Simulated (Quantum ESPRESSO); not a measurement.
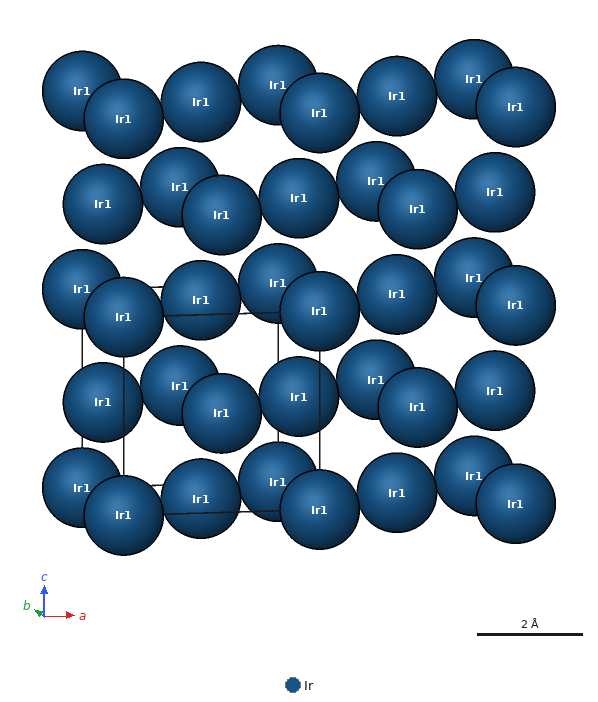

*The input geometry (spheres-only view of the cell 4 times as large as that of the calculation, set on its symmetry axes, repeated 2 × 1 × 2, seen slightly off an axis; atoms are numbered from 1 in the order of the input).*

**Single-point calculation, with input and output: Ir (part 1 of 2)**

Ir (Fm-3m, 1 atom in the cell), computed with Kohn-Sham DFT of a periodic cell, PBE, SSSP 1.3 efficiency PBE, no spin polarisation (Quantum ESPRESSO 7.5).

The structure derives from an entry of the Crystallography Open Database.

Input file:
```
&CONTROL
  calculation = 'scf'
  prefix = 'pwscf'
  outdir = './tmp'
  pseudo_dir = './pseudo'
  tprnfor = .true.
  tstress = .true.
  disk_io = 'nowf'
/
&SYSTEM
  ibrav = 0
  nat = 1
  ntyp = 1
  ecutwfc = 55
  ecutrho = 440
  nbnd = 13
  occupations = 'smearing'
  smearing = 'fd'
  degauss = 0.00367493
/
&ELECTRONS
  conv_thr = 2d-10
  electron_maxstep = 120
  mixing_beta = 0.5
/
ATOMIC_SPECIES
Ir   192.2170 Ir_pbe_v1.2.uspp.F.UPF
CELL_PARAMETERS angstrom
   0.0000000000    1.9156000000    1.9156000000
   1.9156000000    0.0000000000    1.9156000000
   1.9156000000    1.9156000000    0.0000000000
ATOMIC_POSITIONS crystal
Ir     0.0000000000    0.0000000000    0.0000000000
K_POINTS automatic
12 12 12 0 0 0
```

Command:
```bash
OMP_NUM_THREADS=1 pw.x -in pw.in > pw.out
```

The program's output:
```
This program is part of the open-source Quantum ESPRESSO suite
     for quantum simulation of materials; please cite
         "P. Giannozzi et al., J. Phys.:Condens. Matter 21 395502 (2009);
         "P. Giannozzi et al., J. Phys.:Condens. Matter 29 465901 (2017);
         "P. Giannozzi et al., J. Chem. Phys. 152 154105 (2020);
          URL
     in publications or presentations arising from this work. More details at

     Message from routine setup:
     using ibrav=0 with symmetry is DISCOURAGED, use correct ibrav instead

     G-vector sticks info
     --------------------
     sticks:   dense  smooth     PW     G-vecs:    dense   smooth      PW
     Sum         805     397    127                14841     5209     965

     Using Slab Decomposition

     bravais-lattice index     =            0
     lattice parameter (alat)  =       5.1194  a.u.
     unit-cell volume          =      94.8727 (a.u.)^3
     number of atoms/cell      =            1
     number of atomic types    =            1
     number of electrons       =        15.00
     number of Kohn-Sham states=           13
     kinetic-energy cutoff     =      55.0000  Ry
     charge density cutoff     =     440.0000  Ry
     scf convergence threshold =      2.0E-10
     mixing beta               =       0.5000
     number of iterations used =            8  plain     mixing
     Exchange-correlation= SLA  PW   PBE  PBE
                           (   1   4   3   4   0   0   0)

     celldm(1)=   5.119396  celldm(2)=   0.000000  celldm(3)=   0.000000
     celldm(4)=   0.000000  celldm(5)=   0.000000  celldm(6)=   0.000000

     crystal axes: (cart. coord. in units of alat)
               a(1) = (   0.000000   0.707107   0.707107 )
               a(2) = (   0.707107   0.000000   0.707107 )
               a(3) = (   0.707107   0.707107   0.000000 )

     reciprocal axes: (cart. coord. in units 2 pi/alat)
               b(1) = ( -0.707107  0.707107  0.707107 )
               b(2) = (  0.707107 -0.707107  0.707107 )
               b(3) = (  0.707107  0.707107 -0.707107 )

     PseudoPot. # 1 for Ir read from file:
     Ir_pbe_v1.2.uspp.F.UPF
     Pseudo is Ultrasoft + core correction, Zval = 15.0
     Generated by new atomic code, or converted to UPF format
     Using radial grid of  983 points,  7 beta functions with:
                l(1) =   0
                l(2) =   0
                l(3) =   1
                l(4) =   1
                l(5) =   1
                l(6) =   2
                l(7) =   2
     Q(r) pseudized with  8 coefficients,  rinner =    1.400   1.400   1.400
                                                       1.400   1.400

     atomic species   valence    mass     pseudopotential
     Ir               15.00   192.21700     Ir( 1.00)

     48 Sym. Ops., with inversion, found

   Cartesian axes

     site n.     atom                  positions (alat units)
         1        Ir     tau(   1) = (   0.0000000   0.0000000   0.0000000  )

     number of k points=    72  Fermi-Dirac smearing, width (Ry)=  0.0037
                       cart. coord. in units 2pi/alat
        k(    1) = (   0.0000000   0.0000000   0.0000000), wk =   0.0011574
        k(    2) = (   0.0589256   0.0589256  -0.0589256), wk =   0.0092593
        k(    3) = (   0.1178511   0.1178511  -0.1178511), wk =   0.0092593
        k(    4) = (   0.1767767   0.1767767  -0.1767767), wk =   0.0092593
        k(    5) = (   0.2357023   0.2357023  -0.2357023), wk =   0.0092593
        k(    6) = (   0.2946278   0.2946278  -0.2946278), wk =   0.0092593
        k(    7) = (  -0.3535534  -0.3535534   0.3535534), wk =   0.0046296
        k(    8) = (   0.1178511   0.0000000  -0.0000000), wk =   0.0069444
        k(    9) = (   0.1767767   0.0589256  -0.0589256), wk =   0.0277778
        k(   10) = (   0.2357023   0.1178511  -0.1178511), wk =   0.0277778
        k(   11) = (   0.2946278   0.1767767  -0.1767767), wk =   0.0277778
        k(   12) = (   0.3535534   0.2357023  -0.2357023), wk =   0.0277778
        k(   13) = (  -0.2946278  -0.4124790   0.4124790), wk =   0.0277778
        k(   14) = (  -0.2357023  -0.3535534   0.3535534), wk =   0.0277778
        k(   15) = (  -0.1767767  -0.2946278   0.2946278), wk =   0.0277778
        k(   16) = (  -0.1178511  -0.2357023   0.2357023), wk =   0.0277778
        k(   17) = (  -0.0589256  -0.1767767   0.1767767), wk =   0.0277778
        k(   18) = (  -0.0000000  -0.1178511   0.1178511), wk =   0.0138889
        k(   19) = (   0.2357023   0.0000000  -0.0000000), wk =   0.0069444
        k(   20) = (   0.2946278   0.0589256  -0.0589256), wk =   0.0277778
        k(   21) = (   0.3535534   0.1178511  -0.1178511), wk =   0.0277778
        k(   22) = (   0.4124790   0.1767767  -0.1767767), wk =   0.0277778
        k(   23) = (  -0.2357023  -0.4714045   0.4714045), wk =   0.0277778
        k(   24) = (  -0.1767767  -0.4124790   0.4124790), wk =   0.0277778
        k(   25) = (  -0.1178511  -0.3535534   0.3535534), wk =   0.0277778
        k(   26) = (  -0.0589256  -0.2946278   0.2946278), wk =   0.0277778
        k(   27) = (   0.0000000  -0.2357023   0.2357023), wk =   0.0138889
        k(   28) = (   0.3535534   0.0000000   0.0000000), wk =   0.0069444
        k(   29) = (   0.4124790   0.0589256  -0.0589256), wk =   0.0277778
        k(   30) = (   0.4714045   0.1178511  -0.1178511), wk =   0.0277778
        k(   31) = (  -0.1767767  -0.5303301   0.5303301), wk =   0.0277778
        k(   32) = (  -0.1178511  -0.4714045   0.4714045), wk =   0.0277778
        k(   33) = (  -0.0589256  -0.4124790   0.4124790), wk =   0.0277778
        k(   34) = (   0.0000000  -0.3535534   0.3535534), wk =   0.0138889
        k(   35) = (   0.4714045   0.0000000  -0.0000000), wk =   0.0069444
        k(   36) = (   0.5303301   0.0589256  -0.0589256), wk =   0.0277778
        k(   37) = (  -0.1178511  -0.5892557   0.5892557), wk =   0.0277778
        k(   38) = (  -0.0589256  -0.5303301   0.5303301), wk =   0.0277778
        k(   39) = (  -0.0000000  -0.4714045   0.4714045), wk =   0.0138889
        k(   40) = (   0.5892557   0.0000000  -0.0000000), wk =   0.0069444
        k(   41) = (  -0.0589256  -0.6481812   0.6481812), wk =   0.0277778
        k(   42) = (   0.0000000  -0.5892557   0.5892557), wk =   0.0138889
        k(   43) = (  -0.7071068   0.0000000   0.0000000), wk =   0.0034722
        k(   44) = (   0.2357023   0.1178511   0.0000000), wk =   0.0277778
        k(   45) = (   0.2946278   0.1767767  -0.0589256), wk =   0.0555556
        k(   46) = (   0.3535534   0.2357023  -0.1178511), wk =   0.0555556
        k(   47) = (  -0.2946278  -0.4124790   0.5303301), wk =   0.0555556
        k(   48) = (  -0.2357023  -0.3535534   0.4714045), wk =   0.0277778
        k(   49) = (   0.3535534   0.1178511   0.0000000), wk =   0.0277778
        k(   50) = (   0.4124790   0.1767767  -0.0589256), wk =   0.0555556
        k(   51) = (  -0.2357023  -0.4714045   0.5892557), wk =   0.0555556
        k(   52) = (  -0.1767767  -0.4124790   0.5303301), wk =   0.0555556
        k(   53) = (  -0.1178511  -0.3535534   0.4714045), wk =   0.0555556
        k(   54) = (  -0.0589256  -0.2946278   0.4124790), wk =   0.0555556
        k(   55) = (   0.0000000  -0.2357023   0.3535534), wk =   0.0277778
        k(   56) = (   0.4714045   0.1178511  -0.0000000), wk =   0.0277778
        k(   57) = (  -0.1767767  -0.5303301   0.6481812), wk =   0.0555556
        k(   58) = (  -0.1178511  -0.4714045   0.5892557), wk =   0.0555556
        k(   59) = (  -0.0589256  -0.4124790   0.5303301), wk =   0.0555556
        k(   60) = (  -0.0000000  -0.3535534   0.4714045), wk =   0.0277778
        k(   61) = (  -0.1178511  -0.5892557   0.7071068), wk =   0.0277778
        k(   62) = (  -0.0589256  -0.5303301   0.6481812), wk =   0.0555556
        k(   63) = (  -0.0000000  -0.4714045   0.5892557), wk =   0.0277778
        k(   64) = (  -0.7071068   0.1178511  -0.0000000), wk =   0.0138889
        k(   65) = (  -0.2357023  -0.4714045   0.7071068), wk =   0.0277778
        k(   66) = (  -0.1767767  -0.4124790   0.6481812), wk =   0.0555556
        k(   67) = (  -0.1178511  -0.3535534   0.5892557), wk =   0.0277778
        k(   68) = (  -0.1178511  -0.4714045   0.7071068), wk =   0.0277778
        k(   69) = (  -0.0589256  -0.4124790   0.6481812), wk =   0.0555556
        k(   70) = (   0.0000000  -0.3535534   0.5892557), wk =   0.0277778
        k(   71) = (  -0.7071068   0.2357023   0.0000000), wk =   0.0138889
        k(   72) = (  -0.7071068   0.3535534   0.0000000), wk =   0.0069444

     Dense  grid:    14841 G-vectors     FFT dimensions: (  36,  36,  36)

     Smooth grid:     5209 G-vectors     FFT dimensions: (  25,  25,  25)

     Initial potential from superposition of free atoms

     starting charge      14.5000, renormalised to      15.0000

     negative rho (up, down):  3.758E-01 0.000E+00
     Starting wfcs are   12 randomized atomic wfcs +    1 random wfcs

     Self-consistent Calculation

     iteration #  1     ecut=    55.00 Ry     beta= 0.50
     Davidson diagonalization with overlap
     ethr =  1.00E-02,  avg # of iterations =  4.4

     negative rho (up, down):  3.284E-01 0.000E+00

     total energy              =    -181.67601378 Ry
     estimated scf accuracy    <       0.64287165 Ry

     iteration #  2     ecut=    55.00 Ry     beta= 0.50
     Davidson diagonalization with overlap
     ethr =  4.29E-03,  avg # of iterations =  2.2

     negative rho (up, down):  3.205E-01 0.000E+00

     total energy              =    -181.78061489 Ry
     estimated scf accuracy    <       0.00567561 Ry

     iteration #  3     ecut=    55.00 Ry     beta= 0.50
     Davidson diagonalization with overlap
     ethr =  3.78E-05,  avg # of iterations =  5.9

     negative rho (up, down):  3.171E-01 0.000E+00

     total energy              =    -181.78157582 Ry
     estimated scf accuracy    <       0.00070815 Ry

     iteration #  4     ecut=    55.00 Ry     beta= 0.50
     Davidson diagonalization with overlap
     ethr =  4.72E-06,  avg # of iterations =  2.6

     negative rho (up, down):  3.169E-01 0.000E+00

     total energy              =    -181.78163777 Ry
     estimated scf accuracy    <       0.00003134 Ry

     iteration #  5     ecut=    55.00 Ry     beta= 0.50
     Davidson diagonalization with overlap
     ethr =  2.09E-07,  avg # of iterations =  2.1

     negative rho (up, down):  3.172E-01 0.000E+00

     total energy              =    -181.78164611 Ry
     estimated scf accuracy    <       0.00000439 Ry

     iteration #  6     ecut=    55.00 Ry     beta= 0.50
     Davidson diagonalization with overlap
     ethr =  2.92E-08,  avg # of iterations =  2.0

     negative rho (up, down):  3.172E-01 0.000E+00

     total energy              =    -181.78164693 Ry
     estimated scf accuracy    <          6.7E-09 Ry

     iteration #  7     ecut=    55.00 Ry     beta= 0.50
     Davidson diagonalization with overlap
     ethr =  4.46E-11,  avg # of iterations =  2.1

     negative rho (up, down):  3.172E-01 0.000E+00

     total energy              =    -181.78164694 Ry
     estimated scf accuracy    <          7.2E-10 Ry

     iteration #  8     ecut=    55.00 Ry     beta= 0.50
     Davidson diagonalization with overlap
     ethr =  4.78E-12,  avg # of iterations =  2.0

     negative rho (up, down):  3.172E-01 0.000E+00

     End of self-consistent calculation

          k = 0.0000 0.0000 0.0000 (   645 PWs)   bands (ev):

   -24.2258 -24.2258 -24.2258  14.0172  21.2027  21.2027  21.2027  23.9106
    23.9106  35.7125  38.7563  44.3139  44.3139

          k = 0.0589 0.0589-0.0589 (   640 PWs)   bands (ev):

   -24.2822 -24.2334 -24.2334  14.3275  21.0409  21.3328  21.3328  23.8278
    23.8278  35.7125  39.2905  43.0388  44.8367

          k = 0.1179 0.1179-0.1179 (   649 PWs)   bands (ev):

   -24.4346 -24.2544 -24.2544  15.1757  20.7180  21.5968  21.5968  23.7472
    23.7472  35.7120  40.4095  41.0770  46.3140

          k = 0.1768 0.1768-0.1768 (   640 PWs)   bands (ev):

   -24.6383 -24.2829 -24.2829  16.2330  20.6995  21.6451  21.6451  24.0861
    24.0861  35.7112  38.6581  41.4819  48.4445

          k = 0.2357 0.2357-0.2357 (   646 PWs)   bands (ev):

   -24.8379 -24.3113 -24.3113  16.8814  21.4196  21.4196  21.6281  24.8819
    24.8819  35.7012  36.3965  40.1926  47.3210

          k = 0.2946 0.2946-0.2946 (   646 PWs)   bands (ev):

   -24.9815 -24.3319 -24.3319  17.0028  21.1858  21.1858  23.3544  25.6840
    25.6840  33.8695  35.7189  38.8532  45.1608

          k =-0.3536-0.3536 0.3536 (   652 PWs)   bands (ev):

   -25.0336 -24.3395 -24.3395  16.9921  21.0946  21.0946  24.3994  26.0245
    26.0245  32.5293  35.7167  38.4179  44.3608

          k = 0.1179 0.0000-0.0000 (   645 PWs)   bands (ev):

   -24.2807 -24.2462 -24.2462  14.4320  20.8884  21.4358  21.4358  23.5488
    24.0318  35.7123  39.4804  43.4676  44.5225

          k = 0.1768 0.0589-0.0589 (   653 PWs)   bands (ev):

   -24.3941 -24.2715 -24.2608  15.1096  20.5444  21.7042  21.7265  23.2415
    24.1314  35.7119  40.5701  41.8617  45.1353

          k = 0.2357 0.1179-0.1179 (   648 PWs)   bands (ev):

   -24.5769 -24.3024 -24.2852  16.1476  20.3173  21.7064  21.8979  23.4814
    24.4392  35.7115  39.7138  41.8120  46.2555

          k = 0.2946 0.1768-0.1768 (   639 PWs)   bands (ev):

   -24.7731 -24.3306 -24.3180  16.9988  20.7592  21.3412  21.7619  24.4844
    25.1190  35.7088  37.4179  41.0509  46.0984

          k = 0.3536 0.2357-0.2357 (   645 PWs)   bands (ev):

   -24.9310 -24.3504 -24.3488  17.2485  21.0046  21.5087  22.0810  25.8150
    25.8400  34.6841  35.7227  39.6265  44.6403

          k =-0.2946-0.4125 0.4125 (   651 PWs)   bands (ev):
```
